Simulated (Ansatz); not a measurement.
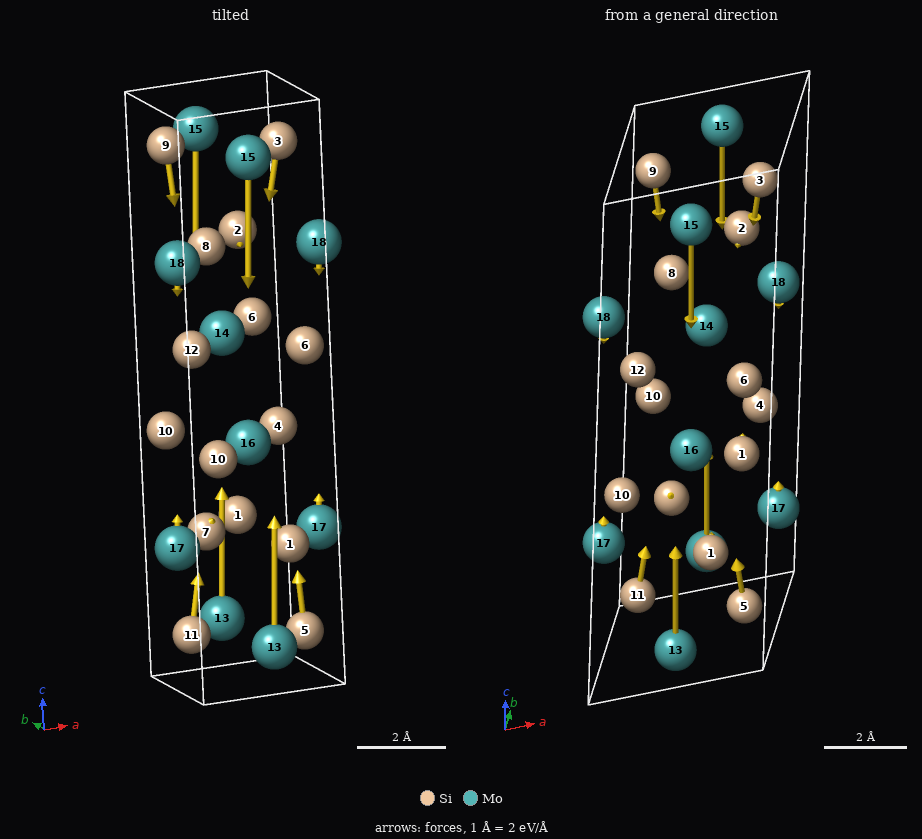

Spheres-only representation of a periodic structure, projected slightly off an axis and from a general direction. Atoms at the boundary of the simulation cell (the box) are drawn once for each face, edge or corner they touch. The arrows are the computed forces on the atoms.

System: Si2Mo. Results below were computed with DFT PBEsol, scalar-relativistic, plane waves, PAW (Ansatz 0.2.0); the settings were E_cut = 420 eV, the zone sampled with 10×10×3 points, Gaussian smearing of 0.15 eV, no spin polarisation.

> Are the atoms in equilibrium?

No. The atoms still feel forces of up to about 5.1 eV/Å, far above a usual threshold of 0.01 to 0.03 eV/Å.

> On which atom is the force largest?

Mo13 and Mo15, about 5.1 eV/Å.

Starting structure: a structure listed in the Materials Project. The cell was then strained or its atoms displaced on purpose. Ansatz was used for an electronic-structure calculation on it.
